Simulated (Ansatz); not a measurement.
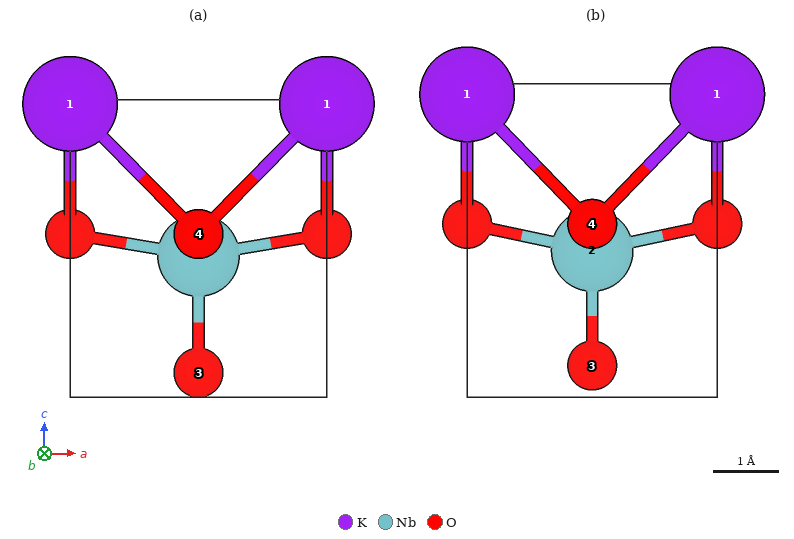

The structure of a crystal of KNbO3 (set up in P4mm) before (left) and after (right) a relaxation, at one scale.

Style: ball-and-stick. Shown: the cell of the calculation, along the b axis.

Case: volume × 1.10, shape and atoms relaxed.

Computed with Ansatz, DFT PBE, scalar-relativistic, plane waves, PAW.

The input:
```yaml
crystal:
  lattice:
    - [3.9970036895, 0.0, 0.0]
    - [0.0, 3.9970036895, 0.0]
    - [0.0, 0.0, 4.635855125]
  atoms:
    - { symbol: K, position: [0.0, 0.0, -0.0142721385] }
    - { symbol: Nb, position: [0.5, 0.5, 0.4760917067] }
    - { symbol: O, position: [0.5, 0.5, 0.0830422376] }
    - { symbol: O, position: [0.5, 0.0, 0.548569097] }
    - { symbol: O, position: [0.0, 0.5, 0.548569097] }
basis:
  ecutwfc: 420
kpoints:
  mp_grid: { grid: [8, 8, 8] }
hamiltonian:
  xc: pbe
scf:
  occupations: { method: gaussian, width: 0.02 }
output:
  forces: true
  stress: true
  eigenvalues: true
relax:
  adjacent_minimum: "off"
  f_tol: 0.01
  max_steps: 30
  cell: { stress_tol: 0.1, fix: [volume] }
```

Launched with:
```bash
ansatz run input.yaml --threads 1 --pin off --max-ram 2560MiB --backend cpu --events-out ev --progress --plain --runs-dir out
```

**Summarise the run.**

The energy falls by 11.0 meV per atom in 7 accepted moves (10 points after the start). The largest force component goes from 0.83 to 0.0032 eV/Å. The pressure goes from −5.67 to 0.36 GPa. The line search rejected the trial step at point 8 of the run. At 2 points the geometry stayed and the basis and grid were re-selected for the new cell (energy shift of 1.1 meV per atom at most each time). The atom that moves furthest relative to the cell is K1 (0.096 Å along −c). By element the largest moves are K 0.096 Å, O 0.090 Å, Nb 0.039 Å. The drawn cell changes at constant volume: a = b 3.997 → 3.895 Å (−2.6 %), c 4.636 → 4.882 Å (+5.3 %). Near-neighbour distances that change, for instance: K1–O4 3.287 → 3.465 Å, K1–O4 (another image) 2.846 → 2.803 Å, Nb2–O4 2.027 → 1.991 Å, Nb2–O3 1.822 → 1.791 Å. Among the angles between lasting bonds that change: K1–O3–K1 161.9° → 153.0°, Nb2–O4–Nb2 160.9° → 155.9°, O4–Nb2–O4 160.9° → 155.9°. The space group stays P4mm (No. 99). Cost: 3.1 min on 1 thread of Arm Neoverse V1, with other jobs on the host, peak memory 0.44 GiB.
